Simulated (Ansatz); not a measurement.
System: Al27Ru (slab).

```
CELL_PARAMETERS angstrom
8.59135 0.00000 0.00000
4.29567 7.44032 0.00000
0.00000 0.00000 17.67654
ATOMIC_POSITIONS crystal
Al 0.11111 0.11111 0.05657
Al 0.44444 0.11111 0.05657
Al 0.77778 0.11111 0.05657
Al 0.11111 0.44444 0.05657
Al 0.44444 0.44444 0.05657
Al 0.77778 0.44444 0.05657
Al 0.11111 0.77778 0.05657
Al 0.44444 0.77778 0.05657
Al 0.77778 0.77778 0.05657
Al 0.88745 0.22078 0.18782
Al 0.21573 0.21988 0.19310
Al 0.54994 0.21948 0.19089
Al 0.88657 0.54904 0.19309
Al 0.21789 0.55120 0.18896
Al 0.55268 0.56010 0.18789
Al 0.88616 0.88325 0.19086
Al 0.22682 0.88597 0.18788
Al 0.55666 0.88998 0.19056
Al 0.03429 0.96231 0.31820
Al 0.35129 0.99881 0.32440
Al 0.68429 0.01763 0.34075
Al 0.98839 0.32174 0.33625
Al 0.31910 0.33552 0.32308
Al 0.62902 0.36765 0.31826
Al 0.00221 0.65241 0.32308
Al 0.33221 0.66554 0.32002
Al 0.66549 0.68466 0.32439
Ru 0.84124 0.17441 0.40475
```

Computed without spin polarisation; PAW files of the earlier set (soft_1).

Computed with Ansatz 0.2.0, DFT PBE, scalar-relativistic, plane waves, PAW.

Q: What will maps of the valence pseudo-density and electron localisation function show?

A: Al–Ru (2.50 Å): ρ is about 0.44 e/Å³ halfway; the ELF is about 0.45 at the midpoint.
Al–Ru (2.59 Å): ρ is about 0.39 e/Å³ halfway; the ELF is about 0.45 at the midpoint.

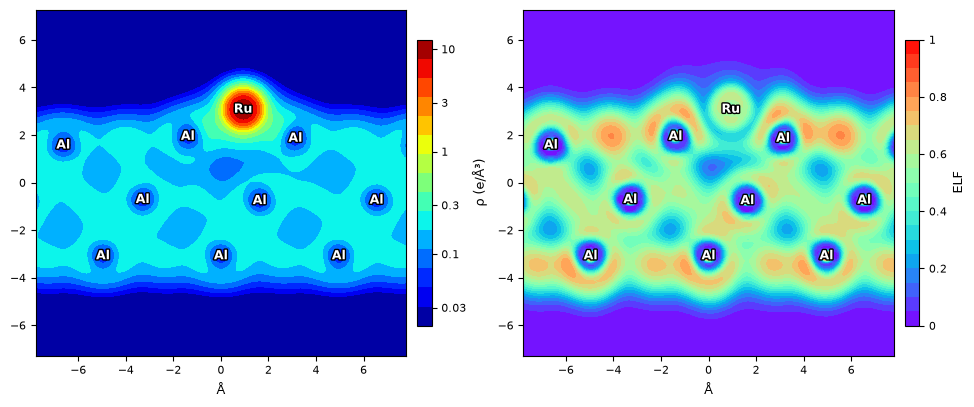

Computed valence pseudo-density and electron localisation function on the (11̄0) plane of the calculation cell, a cut from vacuum to vacuum, in this order. 

Core electrons are frozen (PAW), and the valence fields are smoothed inside the atomic spheres.
